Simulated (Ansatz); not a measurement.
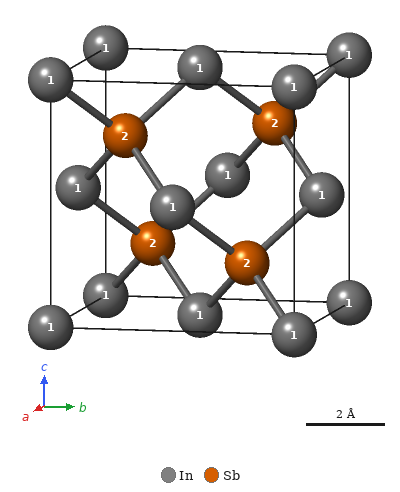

**Figure 1.** The structure as given in the input (ball-and-stick view of the cell 4 times as large as that of the calculation, set on its symmetry axes, seen slightly off an axis; atoms are numbered from 1 in the order of the input). An atom can appear more than once, as a periodic image. Near neighbours in the periodic cell (some may lie outside the picture): In has 4 Sb at 2.81 Å; Sb has 4 In at 2.81 Å.

Run report: InSb, single-point calculation

System: InSb (F-43m, 2 atoms in the cell).
Method: DFT PBE, scalar-relativistic, plane waves, PAW, no spin polarisation (Ansatz 0.2.0).

The structure derives from an entry of the Crystallography Open Database. Figures and captions count atoms from 1; the log counts them from 0 in places.

## What the program printed
```
Engine: ansatz 0.2.0, x86_64-unknown-linux-gnu
Pseudopotentials: kind: paw
Pseudopotential: In, paw, valence charge 13, recommended cutoff 420 eV (normal), In.paw.azcp
Pseudopotential: Sb, paw, valence charge 15, recommended cutoff 420 eV (normal), Sb.paw.azcp
Functional definition: PBE
  parameter kappa = 0.804
  parameter beta = 0.06672455060314922
  exchange = pbe_x(kappa = kappa, mu = beta*pi^2/3)
  correlation = pbe_c(beta = beta)
Crystal: 2 atoms, lattice volume = 67.968 Å³
Basis set: ecut = 420 eV, 1363 PW (Γ), exchange–correlation on 64×64×64 points (8 copies of the dense FFT grid, shifted against one another)
Bands: 18, of which v1, the nominal top of the filled ones, is band 14 counted from 1 (13 counted from 0)
Symmetry: 24 space group operations
Space group: F-43m (ITA 216), of the structure as read, at distance tolerance 4.1e-5 Å
k-points: 16 of 216 (time reversal used)
Non-local potential: In, projectors of the file, l = 0: 2, l = 1: 2, l = 2: 2, l = 3: 2
Non-local potential: Sb, projectors of the file, l = 0: 2, l = 1: 2, l = 2: 2, l = 3: 2
PAW form: soft (Blöchl's): semilocal exchange-correlation on the pseudo side does not see the compensation charge
PAW one-centre angular grid: In, 590 points (default); XC on 64 Gauss nodes
PAW one-centre angular grid: Sb, 590 points (default); XC on 64 Gauss nodes
Initial density: superposition of atomic densities (neutral atoms: chi_scale 0, normalization atom), corrected by the library's trained network
Initial wavefunctions: pseudopotential atomic-orbital guess
Functional: x = pbe(κ = 0.804, μ = 0.2195149727645171), c = pbe(β = 0.06672455060314922)
SCF iter   1: F=—  HF=-12082.521969 eV  |F-HF|=—  |Δ(HF+E_count)|=         —  Δρ=1.66e-3  dr2=4.43e-3  ethr=1.77e-3  ⟨swp⟩=5.9  Hψ=1481  notcnv=0
preconditioner: auto → none  [insulator: Δε(μ)=0.521 eV  Ē_g=14.057 eV  σ=0.100 eV  W_gap=0.67  n_scr=14 (ndim 8)  ℏωp=19.1 eV  f_vac=0.112  D(μ)=0.14/eV (n_scr^D=0)  ε∞_Penn≈2.8]
SCF iter   2: F=—  HF=-12082.519297 eV  |F-HF|=—  |Δ(HF+E_count)|=   2.67e-3  Δρ=8.12e-4  dr2=4.72e-4  ethr=1.58e-5  ⟨swp⟩=2.0  Hψ=561  notcnv=0
SCF iter   3: F=—  HF=-12082.519309 eV  |F-HF|=—  |Δ(HF+E_count)|=   1.20e-5  Δρ=2.25e-4  dr2=4.82e-5  ethr=1.68e-6  ⟨swp⟩=2.0  Hψ=430  notcnv=0
SCF iter   4: F=—  HF=-12082.519389 eV  |F-HF|=—  |Δ(HF+E_count)|=   8.01e-5  Δρ=9.80e-5  dr2=9.89e-6  ethr=1.72e-7  ⟨swp⟩=2.0  Hψ=349  notcnv=0
SCF iter   5: F=—  HF=-12082.519409 eV  |F-HF|=—  |Δ(HF+E_count)|=   1.99e-5  Δρ=1.61e-5  dr2=2.45e-7  ethr=3.53e-8  ⟨swp⟩=2.0  Hψ=353  notcnv=0
SCF iter   6: F=-12082.519409 eV  HF=-12082.519409 eV  |F-HF|=9.23e-9  |Δ(HF+E_count)|=   6.80e-7  Δρ=2.13e-6  dr2=3.74e-9  ethr=3.57e-10  ⟨swp⟩=7.1  Hψ=1395  notcnv=0
SCF 1 converged in 6 iterations: F = -12082.519409 eV  dr2 = 3.74e-9
  greatest PAW one-centre occupation: 0.995 electrons in one spin orbital (limit 2), on the Sb atom at site 1 (counted from 0), in its partial waves of l = 2
SCF converged after 6 iterations
Free energy (F): -12082.519409 eV
Harris-Foulkes:  -12082.519409 eV  (|F-HF|=9.23e-9)
Internal energy: -12082.518694 eV  (E = F + TS)
E sigma→0 (E₀):  -12082.519051 eV
Entropy (-TS):   -0.000716 eV (-0.358 meV/atom)
Fermi energy:    7.427299 eV
--- Per-component energies (eV) ---
  E_band       = -260.152871
  E_kinetic    = 451.081789
  E_local      = -3200.679586  (includes V_loc(G=0)·N_el)
  E_nonlocal   = 730.052991
  E_hartree    = 1377.683853
  E_xc         = -353.844649
  E_vxc        = -195.735235  (∫ρ·V_xc dr)
  E_paw        = -8731.560533  (= ΣΔE_a)
  E_vpaw       = -800.243078  (= ΣTr[D̂ρ^β])
  E_aug_tail   = 0.000024  (compensation charges beyond the density's cutoff)
  E_ewald      = -2355.252583
  E_smearing   = -0.000716  (= −TS)
  E_closure    = -0.000000  (closes the sum)
  Σ components = -12082.519409   (vs F -12082.519409, Δ=0.00e0)
--- Forces (eV/Å), atoms counted from 1 ---
  atom   1  In    -0.00000000     0.00000000     0.00000000
  atom   2  Sb     0.00000000    -0.00000000     0.00000000
  max |Σ_I F_I| component: 5.55e-17 eV/Å
--- Stress (GPa, compression-positive) ---
        3.222431       0.000000      -0.000000
        0.000000       3.222431       0.000000
       -0.000000       0.000000       3.222431
  P = ⅓ Tr σ = 3.2224 GPa (32.224 kbar)
--- Band table (eV; the first three rows and the last of 16) ---
  k-point 0: bands = ["-21.1649", "-21.1649", "-21.1649", "-21.1483", "-21.1483", "-7.2063", "-7.2063", "-7.2063", "-7.1217", "-7.1217", "-3.3250", "7.2046", "7.3968", "7.3968", "7.3968", "10.3647", "10.3648", "10.3648"]
  k-point 1: bands = ["-21.1649", "-21.1647", "-21.1647", "-21.1482", "-21.1482", "-7.2186", "-7.2007", "-7.2007", "-7.1222", "-7.1222", "-3.0758", "4.9364", "7.0620", "7.0620", "8.3808", "10.8197", "10.8197", "11.1257"]
  k-point 2: bands = ["-21.1649", "-21.1642", "-21.1642", "-21.1479", "-21.1479", "-7.2427", "-7.1909", "-7.1909", "-7.1217", "-7.1217", "-2.4311", "2.7854", "6.5816", "6.5816", "8.0981", "11.2242", "11.2242", "13.2149"]
  k-point 15: bands = ["-21.1655", "-21.1637", "-21.1627", "-21.1484", "-21.1469", "-7.2790", "-7.1710", "-7.1636", "-7.1344", "-7.1186", "-1.3234", "1.5716", "4.6707", "4.7707", "10.0868", "10.1416", "13.1056", "13.3430"]
```

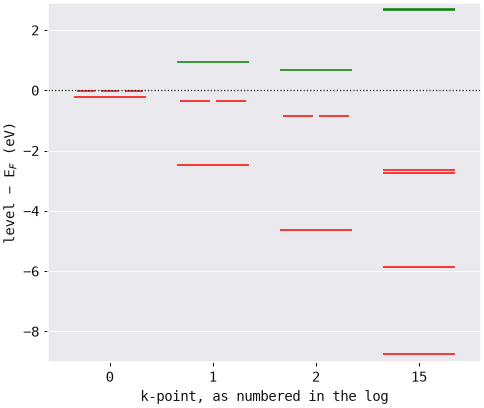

**Figure 2.** Kohn–Sham levels near the Fermi level (dotted) at the few k-points that the log prints; levels within 0.02 eV of each other stand side by side. The system is metallic on the full mesh.

This output came from the following input.

## Input file
```yaml
crystal:
  lattice:
    - [0.0, 3.2391, 3.2391]
    - [3.2391, 0.0, 3.2391]
    - [3.2391, 3.2391, 0.0]
  atoms:
    - { symbol: In, position: [0.0, 0.0, 0.0] }
    - { symbol: Sb, position: [0.75, 0.75, 0.75] }
basis:
  ecutwfc: 420
kpoints:
  mp_grid: { grid: [6, 6, 6] }
hamiltonian:
  xc: pbe
scf:
  occupations: { method: gaussian, width: 0.1 }
output:
  forces: true
  stress: true
  eigenvalues: true
```

Launched with:
```bash
ansatz run input.yaml --threads 1 --pin off --max-ram 1228MiB --backend cpu --events-out ev --progress --plain --runs-dir out
```

## Summary

| quantity | value |
| --- | --- |
| outcome | converged |
| space group (tolerance 0.01 Å) | F-43m (216) |
| electrons treated | 28 |
| free energy | −12082.5194 eV |
| Fermi energy | 7.427 eV |
| gap on the k-point mesh | none (metallic) |
| pressure | 3.22 GPa |
| largest force (length of the vector) | under 0.001 eV/Å |
| hardware | 1 thread of Intel Xeon @ 2.50GHz (Skylake/Cascade Lake), 128 GiB of memory available, shared host |
| wall time | 3.4 s |
| peak memory | 0.39 GiB |
